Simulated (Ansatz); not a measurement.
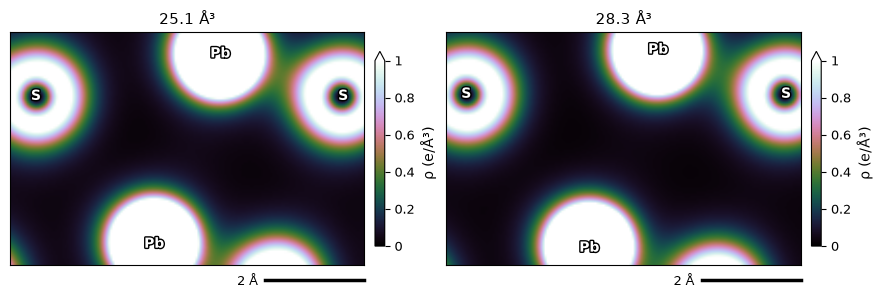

PbS. The valence electron density of cells scaled evenly to different volumes (given per atom above each panel), on the (001) plane of each (indices in the axes of the cell below), at one length scale and on one colour scale.

A structure from a database of computed crystals, not necessarily the ambient phase.

The calculation used Kohn-Sham DFT of a periodic cell, PBEsol, Ansatz PAW in Ansatz.

The largest cell:

```
Pb S
1.0
     2.12075   -6.10880    0.00000
     2.12075    6.10880    0.00000
     0.00000    0.00000    4.36325
Pb S
2 2
Direct
  0.13056 0.86944 0.25000
  0.86944 0.13056 0.75000
  0.35480 0.64520 0.25000
  0.64520 0.35480 0.75000
```

| volume (Å³/atom) | Pb–S contact in the plane (Å) | ρ at its midpoint (e/Å³) | pressure (GPa) | gap on the mesh (eV) | 
| --- | --- | --- | --- | --- |
| 25.06 | 2.632 | 0.413 | 1.7 | 1.02 | 
| 25.60 | 2.651 | ? | ? | ? | 
| 28.26 | 2.740 | 0.346 | −4.4 | 1.25 | 

> What values belong in the row with question marks?

Over the known rows ln ρ falls by 1.64 per Å of Pb–S distance (the line through the two), which gives 0.400 e/Å³ at 2.651 Å; the calculation gives 0.400 e/Å³. For the pressure, a straight line in volume between the neighbouring rows gives 0.7 GPa; the calculation gives 0.4. For the gap on the mesh, a straight line in volume between the neighbouring rows gives 1.06 eV; the calculation gives 1.07.
